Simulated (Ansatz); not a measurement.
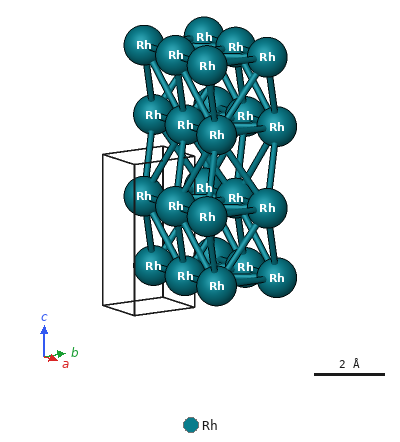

Fig. 1: The starting structure (ball-and-stick view of the cell of the calculation, repeated 3 × 2 × 2, seen slightly off an axis). Near neighbours in the crystal (not all of them lie inside the picture): Rh has 12 Rh at 2.69 Å.

Run report: Rh, geometry relaxation (part 1 of 2)

System: Rh (P6₃/mmc, 2 atoms in the cell).
Method: DFT, PBE, plane waves (420 eV) with PAW, scalar-relativistic, spin-polarised (Ansatz 0.2.0).

The structure was built on a prototype by a generator; it need not be a known phase.

**What the program printed**
```
Engine: ansatz 0.2.0, x86_64-unknown-linux-gnu
Pseudopotentials: kind: paw
Pseudopotential: Rh, paw, valence charge 17, recommended cutoff 420 eV (normal), [file]
Functional definition: PBE
  parameter kappa = 0.804
  parameter beta = 0.06672455060314922
  exchange = pbe_x(kappa = kappa, mu = beta*pi^2/3)
  correlation = pbe_c(beta = beta)
Crystal: 2 atoms, lattice volume = 27.503 Å³
Basis set: ecut = 420 eV, 549 PW (Γ), exchange–correlation on 36×36×60 points (8 copies of the dense FFT grid, shifted against one another)
Bands: 22, of which v1, the nominal top of the filled ones, is band 17 counted from 1 (16 counted from 0)
Symmetry: 24 space group operations
Space group: P63/mmc (ITA 194), of the structure as read, at distance tolerance 3.0e-5 Å
Magnetic group: BNS 194.263 (UNI 1493), of the structure as read, at distance tolerance 3.0e-5 Å
k-points: 84 of 1183
Non-local potential: Rh, projectors of the file, l = 0: 3, l = 1: 2, l = 2: 2, l = 3: 1
PAW form: soft (Blöchl's): semilocal exchange-correlation on the pseudo side does not see the compensation charge
PAW one-centre angular grid: Rh, 590 points (default); XC on 64 Gauss nodes
Initial density: superposition of atomic densities (chi_scale 0.1, normalization cell)
Starting moments: Σ|m| = 2 μB on 2 of 2 sites
Initial wavefunctions: pseudopotential atomic-orbital guess
Functional: x = pbe(κ = 0.804, μ = 0.2195149727645171), c = pbe(β = 0.06672455060314922)
SCF iter   1: F=—  HF=-12806.862189 eV  |F-HF|=—  |Δ(HF+E_count)|=         —  Δρ=5.93e-2 (↑5.93e-2 ↓4.88e-2)  dr2=2.94e0  dr2_m=4.87e-2  M=1.333 μB ∫|m|=1.342 μB  β_m=0.30  ethr=3.10e-3  ⟨swp⟩=4.6  Hψ=14399  notcnv=0
Mixer restart at iter 1: flushing history
preconditioner: auto → none  [metal: Δε(μ)=0.008 eV  Ē_g=9.392 eV  σ=0.050 eV  W_gap=0.04  n_scr=8 (ndim 8)  ℏωp=30.0 eV  f_vac=0.000  D(μ)=2.96/eV (n_scr^D=36)  sad-step TF]
SCF iter   2: F=—  HF=-12805.997425 eV  |F-HF|=—  |Δ(HF+E_count)|=   8.65e-1  Δρ=3.97e-2 (↑3.97e-2 ↓3.09e-2)  dr2=1.21e0  dr2_m=3.20e-2  M=1.261 μB ∫|m|=1.278 μB  β_m=0.55  ethr=3.10e-3  ⟨swp⟩=2.2  Hψ=6029  notcnv=0  defer=9
SCF iter   3: F=—  HF=-12805.623015 eV  |F-HF|=—  |Δ(HF+E_count)|=   3.74e-1  Δρ=9.69e-3 (↑7.99e-3 ↓9.69e-3)  dr2=1.28e-2  dr2_m=1.12e-2  M=1.035 μB ∫|m|=1.082 μB  β_m=0.77  ethr=3.10e-3  ⟨swp⟩=2.1  Hψ=5995  notcnv=0  defer=9
SCF iter   4: F=—  HF=-12805.718779 eV  |F-HF|=—  |Δ(HF+E_count)|=         —  Δρ=2.50e-2 (↑2.50e-2 ↓2.29e-2)  dr2=1.66e-3  dr2_m=1.44e-1  M=0.342 μB ∫|m|=0.390 μB  β_m=0.77  ethr=3.78e-5  ⟨swp⟩=2.0  Hψ=8554  notcnv=0  defer=2
Mixer restart at iter 4: flushing history
SCF iter   5: F=—  HF=-12805.701649 eV  |F-HF|=—  |Δ(HF+E_count)|=   1.71e-2  Δρ=1.27e-2 (↑1.07e-2 ↓1.27e-2)  dr2=1.40e-3  dr2_m=3.46e-2  M=0.186 μB ∫|m|=0.216 μB  β_m=0.89  ethr=4.88e-6  ⟨swp⟩=2.0  Hψ=6900  notcnv=0  defer=2
SCF iter   6: F=—  HF=-12805.705094 eV  |F-HF|=—  |Δ(HF+E_count)|=   3.44e-3  Δρ=5.86e-3 (↑5.86e-3 ↓2.93e-3)  dr2=1.74e-2  dr2_m=7.53e-4  M=0.029 μB ∫|m|=0.036 μB  β_m=0.65  ethr=4.12e-6  ⟨swp⟩=2.3  Hψ=7611  notcnv=0  defer=1
SCF iter   7: F=—  HF=-12805.696912 eV  |F-HF|=—  |Δ(HF+E_count)|=   8.18e-3  Δρ=6.48e-4 (↑6.48e-4 ↓5.57e-4)  dr2=4.89e-6  dr2_m=9.06e-5  M=0.015 μB ∫|m|=0.020 μB  β_m=0.82  ethr=4.12e-6  ⟨swp⟩=2.0  Hψ=7589  notcnv=0
SCF iter   8: F=—  HF=-12805.696952 eV  |F-HF|=—  |Δ(HF+E_count)|=   3.98e-5  Δρ=1.01e-4 (↑9.00e-5 ↓1.01e-4)  dr2=9.17e-8  dr2_m=2.27e-6  M=0.002 μB ∫|m|=0.003 μB  β_m=0.91  ethr=1.44e-8  ⟨swp⟩=2.4  Hψ=7311  notcnv=0
SCF iter   9: F=—  HF=-12805.696954 eV  |F-HF|=—  |Δ(HF+E_count)|=   1.93e-6  Δρ=1.33e-5 (↑1.33e-5 ↓8.26e-6)  dr2=1.75e-8  dr2_m=2.68e-8  M=-0.000 μB ∫|m|=0.000 μB  β_m=0.92  ethr=2.70e-10  ⟨swp⟩=3.3  Hψ=8059  notcnv=0
SCF iter  10: F=—  HF=-12805.696954 eV  |F-HF|=—  |Δ(HF+E_count)|=   1.99e-9  Δρ=2.53e-6 (↑2.53e-6 ↓1.93e-6)  dr2=9.15e-10  dr2_m=8.84e-10  M=-0.000 μB ∫|m|=0.000 μB  β_m=0.89  ethr=5.14e-11  ⟨swp⟩=2.1  Hψ=5458  notcnv=0
SCF iter  11: F=—  HF=-12805.696954 eV  |F-HF|=—  |Δ(HF+E_count)|=  2.33e-10  Δρ=1.65e-7 (↑1.65e-7 ↓1.22e-7)  dr2=6.18e-12  dr2_m=3.72e-12  M=0.000 μB ∫|m|=0.000 μB  β_m=0.91  ethr=2.69e-12  ⟨swp⟩=2.4  Hψ=6366  notcnv=0
SCF iter  12: F=-12805.696954 eV  HF=-12805.696954 eV  |F-HF|=1.82e-12  |Δ(HF+E_count)|=  1.82e-11  Δρ=8.73e-8 (↑5.73e-8 ↓8.73e-8)  dr2=1.26e-12  dr2_m=3.95e-13  M=0.000 μB ∫|m|=0.000 μB  ethr=1.00e-12  ⟨swp⟩=1.0  Hψ=8064  notcnv=0
WARN: the starting moments were not kept: the SCF closed with an absolute magnetisation of 2.4e-6 μB, where they sum to 2 μB in size (2 sites). That is at most 0.1 of that sum. Measured as dr2_m measures the in/out step, that magnetisation stands 2.0e-12 eV from none, at or under the dr2_threshold of 1.0e-7 eV: it is no larger than a step whose dr2_m would equal this threshold. The system may hold no moment; this SCF shows only that its start led to no more than that. To try another start: raise the starting moments (crystal.atoms[].spin, magnetization.per_species, magnetization.initial_magnetization, or on a non-collinear deck that types none of these the spinor_matrix: blocks that start its atoms; where the total moment is fixed, keep their sum and leave initial_magnetization as it is; typed ones take the place of any that the run laid by itself, positive ones on a crystal's lanthanoids without a Hubbard term where scf.initial_density.shell_occupations: [] is typed) or, if the notice of its spin-set hold's release reads "site moments contracting" or "site moments show no strong build", lengthen the hold (scf.mixing.spin_hold: { on: { confirm: 4 } }; for m-r²SCAN on two components see the key's manual first). Each may lead to a state that holds a moment. A second SCF, from the converged charge density, with the starting moments and any scf.initial_density.shell_occupations laid on it anew, would have followed, and was not run: the deck does not ask for one (magnetization.retry_lost_moments is false, the default). To let it run, set magnetization.retry_lost_moments: true and run the deck again, where that key's refused combinations let it; where memory then withholds it, that run's warning says so.
SCF 1 converged in 12 iterations: F = -12805.696954 eV  dr2 = 1.26e-12
  greatest PAW one-centre occupation: 1.000 electrons in one spin orbital (limit 2), on the Rh atom at site 1 (counted from 0), in its partial waves of l = 0
relax step   1: F+E_penalty+E_count = -12805.69695402 eV  Δ(F+E_penalty+E_count) = +0.000e0 eV  max|allowed force component| = 2.776e-17 eV/Å  Δτ_max = 0.0000 Å  P = +6.834 GPa  Ω = 27.503 Å³  (12 SCF iters, dr2 threshold 1.00e-7 eV, accepted)
Crystal: 2 atoms, lattice volume = 28.793 Å³
Basis set: ecut = 420 eV, 573 PW (Γ), exchange–correlation on 36×36×60 points (8 copies of the dense FFT grid, shifted against one another)
Initial density: handed on by an earlier stage of this run
Starting moments: Σ|m| = 2 μB on 2 of 2 sites; this step starts from the density that it was given
Initial wavefunctions: those handed on with the density
iter 1 solved again at ethr=3.80e-5 eV; its pass at ethr=3.10e-3 eV (dr2=1.29e-2 eV) is discarded
SCF iter   1: F=—  HF=-12805.705584 eV  |F-HF|=—  |Δ(HF+E_count)|=         —  Δρ=5.13e-3 (↑2.66e-3 ↓5.13e-3)  dr2=1.31e-2  dr2_m=1.20e-3  M=-0.109 μB ∫|m|=0.110 μB  β_m=0.30  ethr=3.80e-5  ⟨swp⟩=1.0  Hψ=19995  notcnv=0
preconditioner: auto → none  [metal: Δε(μ)=0.008 eV  Ē_g=8.820 eV  σ=0.050 eV  W_gap=0.04  n_scr=8 (ndim 8)  ℏωp=29.4 eV  f_vac=0.000  D(μ)=3.87/eV (n_scr^D=54)]
SCF iter   2: F=—  HF=-12805.699239 eV  |F-HF|=—  |Δ(HF+E_count)|=   6.34e-3  Δρ=1.96e-3 (↑1.96e-3 ↓1.66e-3)  dr2=1.28e-3  dr2_m=2.84e-4  M=-0.088 μB ∫|m|=0.089 μB  β_m=0.36  ethr=3.80e-5  ⟨swp⟩=2.2  Hψ=5512  notcnv=0
SCF iter   3: F=—  HF=-12805.700178 eV  |F-HF|=—  |Δ(HF+E_count)|=   9.39e-4  Δρ=1.16e-3 (↑1.16e-3 ↓8.61e-4)  dr2=1.79e-4  dr2_m=1.34e-4  M=-0.062 μB ∫|m|=0.063 μB  β_m=0.53  ethr=3.76e-6  ⟨swp⟩=1.5  Hψ=4257  notcnv=0
SCF iter   4: F=—  HF=-12805.702147 eV  |F-HF|=—  |Δ(HF+E_count)|=   1.97e-3  Δρ=1.13e-3 (↑7.46e-4 ↓1.13e-3)  dr2=8.60e-5  dr2_m=2.13e-4  M=-0.037 μB ∫|m|=0.039 μB  β_m=0.77  ethr=5.26e-7  ⟨swp⟩=1.6  Hψ=5033  notcnv=0
SCF iter   5: F=—  HF=-12805.703467 eV  |F-HF|=—  |Δ(HF+E_count)|=   1.32e-3  Δρ=4.33e-4 (↑3.23e-4 ↓4.33e-4)  dr2=1.10e-5  dr2_m=3.35e-5  M=-0.010 μB ∫|m|=0.012 μB  β_m=0.70  ethr=2.53e-7  ⟨swp⟩=2.0  Hψ=6411  notcnv=0
SCF iter   6: F=—  HF=-12805.703536 eV  |F-HF|=—  |Δ(HF+E_count)|=   6.87e-5  Δρ=1.46e-4 (↑1.46e-4 ↓1.31e-4)  dr2=3.66e-7  dr2_m=4.69e-6  M=-0.004 μB ∫|m|=0.004 μB  β_m=0.85  ethr=3.25e-8  ⟨swp⟩=2.0  Hψ=6313  notcnv=0
SCF iter   7: F=—  HF=-12805.703537 eV  |F-HF|=—  |Δ(HF+E_count)|=   1.74e-6  Δρ=2.98e-5 (↑2.98e-5 ↓1.43e-5)  dr2=4.58e-7  dr2_m=2.00e-8  M=-0.000 μB ∫|m|=0.000 μB  β_m=0.93  ethr=1.08e-9  ⟨swp⟩=2.4  Hψ=7271  notcnv=0
SCF iter   8: F=—  HF=-12805.703538 eV  |F-HF|=—  |Δ(HF+E_count)|=   8.93e-7  Δρ=1.54e-5 (↑5.43e-6 ↓1.54e-5)  dr2=1.03e-7  dr2_m=1.15e-8  M=0.000 μB ∫|m|=0.000 μB  β_m=0.96  ethr=1.08e-9  ⟨swp⟩=2.2  Hψ=5842  notcnv=0
iter 9 did not close the SCF: its close was put off for a magnetic moment that had not settled (scf_convergence_deferred on its scf_iter line)
SCF iter   9: F=-12805.703539 eV  HF=-12805.703539 eV  |F-HF|=3.52e-8  |Δ(HF+E_count)|=   3.86e-7  Δρ=8.19e-6 (↑4.81e-6 ↓8.19e-6)  dr2=4.82e-8  dr2_m=9.96e-10  M=0.000 μB ∫|m|=0.000 μB  β_m=0.98  ethr=3.04e-10  ⟨swp⟩=2.0  Hψ=11167  notcnv=0
SCF iter  10: F=-12805.703539 eV  HF=-12805.703539 eV  |F-HF|=5.02e-10  |Δ(HF+E_count)|=   1.18e-8  Δρ=8.81e-7 (↑6.77e-7 ↓8.81e-7)  dr2=6.95e-10  dr2_m=3.25e-12  M=0.000 μB ∫|m|=0.000 μB  ethr=1.42e-10  ⟨swp⟩=1.7  Hψ=10077  notcnv=0
the starting moments were not kept: the SCF closed with an absolute magnetisation of 1.2e-5 μB, where they sum to 2 μB in size (2 sites). That is at most 0.1 of that sum. Measured as dr2_m measures the in/out step, that magnetisation stands 5.0e-11 eV from none, at or under the dr2_threshold of 2.0e-7 eV: it is no larger than a step whose dr2_m would equal this threshold.
SCF 2 converged in 10 iterations: F = -12805.703539 eV  dr2 = 6.95e-10
relax step   2: F+E_penalty+E_count = -12805.70353867 eV  Δ(F+E_penalty+E_count) = -6.585e-3 eV  max|allowed force component| = 2.313e-17 eV/Å  Δτ_max = 0.0000 Å  P = -4.941 GPa  Ω = 28.793 Å³  energy of the carried Pulay correction = -8.809e-4 eV  (10 SCF iters, dr2 threshold 2.00e-7 eV, accepted)
Crystal: 2 atoms, lattice volume = 28.249 Å³
iter 1 solved again at ethr=6.62e-6 eV; its pass at ethr=3.10e-3 eV (dr2=2.25e-3 eV) is discarded
SCF iter   1: F=—  HF=-12805.713406 eV  |F-HF|=—  |Δ(HF+E_count)|=         —  Δρ=1.91e-3 (↑1.03e-3 ↓1.91e-3)  dr2=2.09e-3  dr2_m=1.24e-4  M=0.039 μB ∫|m|=0.039 μB  β_m=0.65  ethr=6.62e-6  ⟨swp⟩=1.7  Hψ=18746  notcnv=0
preconditioner: auto → none  [metal: Δε(μ)=0.002 eV  Ē_g=8.969 eV  σ=0.050 eV  W_gap=0.01  n_scr=2 (ndim 8)  ℏωp=29.6 eV  f_vac=0.000  D(μ)=3.68/eV (n_scr^D=54)]
SCF iter   2: F=—  HF=-12805.712746 eV  |F-HF|=—  |Δ(HF+E_count)|=   6.60e-4  Δρ=1.20e-3 (↑9.73e-4 ↓1.20e-3)  dr2=8.90e-4  dr2_m=3.26e-5  M=0.024 μB ∫|m|=0.024 μB  β_m=0.36  ethr=6.15e-6  ⟨swp⟩=2.0  Hψ=6136  notcnv=0
SCF iter   3: F=—  HF=-12805.712517 eV  |F-HF|=—  |Δ(HF+E_count)|=   2.30e-4  Δρ=4.48e-4 (↑4.48e-4 ↓3.70e-4)  dr2=2.68e-5  dr2_m=2.46e-5  M=0.022 μB ∫|m|=0.022 μB  β_m=0.55  ethr=2.62e-6  ⟨swp⟩=2.1  Hψ=5381  notcnv=0
SCF iter   4: F=—  HF=-12805.712834 eV  |F-HF|=—  |Δ(HF+E_count)|=   3.17e-4  Δρ=4.28e-4 (↑2.94e-4 ↓4.28e-4)  dr2=9.10e-6  dr2_m=3.20e-5  M=0.012 μB ∫|m|=0.013 μB  β_m=0.78  ethr=7.88e-8  ⟨swp⟩=2.1  Hψ=6586  notcnv=0
SCF iter   5: F=—  HF=-12805.713007 eV  |F-HF|=—  |Δ(HF+E_count)|=   1.73e-4  Δρ=2.08e-4 (↑1.28e-4 ↓2.08e-4)  dr2=2.66e-6  dr2_m=7.09e-6  M=0.004 μB ∫|m|=0.004 μB  β_m=0.71  ethr=2.68e-8  ⟨swp⟩=2.0  Hψ=6314  notcnv=0
SCF iter   6: F=—  HF=-12805.713026 eV  |F-HF|=—  |Δ(HF+E_count)|=   1.94e-5  Δρ=3.16e-5 (↑2.31e-5 ↓3.16e-5)  dr2=3.17e-8  dr2_m=1.80e-7  M=0.001 μB ∫|m|=0.001 μB  β_m=0.84  ethr=7.83e-9  ⟨swp⟩=2.0  Hψ=6359  notcnv=0
iter 7 did not close the SCF: its close was put off for a magnetic moment that had not settled (scf_convergence_deferred on its scf_iter line)
SCF iter   7: F=-12805.713026 eV  HF=-12805.713026 eV  |F-HF|=3.97e-10  |Δ(HF+E_count)|=   4.15e-7  Δρ=3.42e-6 (↑2.96e-6 ↓3.42e-6)  dr2=1.33e-9  dr2_m=1.94e-9  M=0.000 μB ∫|m|=0.000 μB  β_m=0.88  ethr=9.34e-11  ⟨swp⟩=1.9  Hψ=12238  notcnv=0
SCF iter   8: F=-12805.713026 eV  HF=-12805.713026 eV  |F-HF|=1.24e-9  |Δ(HF+E_count)|=   2.79e-9  Δρ=1.50e-6 (↑1.50e-6 ↓1.01e-6)  dr2=1.76e-9  dr2_m=2.24e-11  M=0.000 μB ∫|m|=0.000 μB  ethr=3.90e-12  ⟨swp⟩=1.0  Hψ=10803  notcnv=0
the starting moments were not kept: the SCF closed with an absolute magnetisation of 1.7e-5 μB, where they sum to 2 μB in size (2 sites). That is at most 0.1 of that sum. Measured as dr2_m measures the in/out step, that magnetisation stands 9.6e-11 eV from none, at or under the dr2_threshold of 2.0e-7 eV: it is no larger than a step whose dr2_m would equal this threshold.
SCF 3 converged in 8 iterations: F = -12805.713026 eV  dr2 = 1.76e-9
relax step   3: F+E_penalty+E_count = -12805.71302635 eV  Δ(F+E_penalty+E_count) = -9.488e-3 eV  max|allowed force component| = 3.007e-17 eV/Å  Δτ_max = 0.0000 Å  P = -0.368 GPa  Ω = 28.249 Å³  energy of the carried Pulay correction = -5.137e-4 eV  (8 SCF iters, dr2 threshold 2.00e-7 eV, accepted)
Crystal: 2 atoms, lattice volume = 28.207 Å³
iter 1 solved again at ethr=5.13e-8 eV; its pass at ethr=3.10e-3 eV (dr2=1.75e-5 eV) is discarded
```
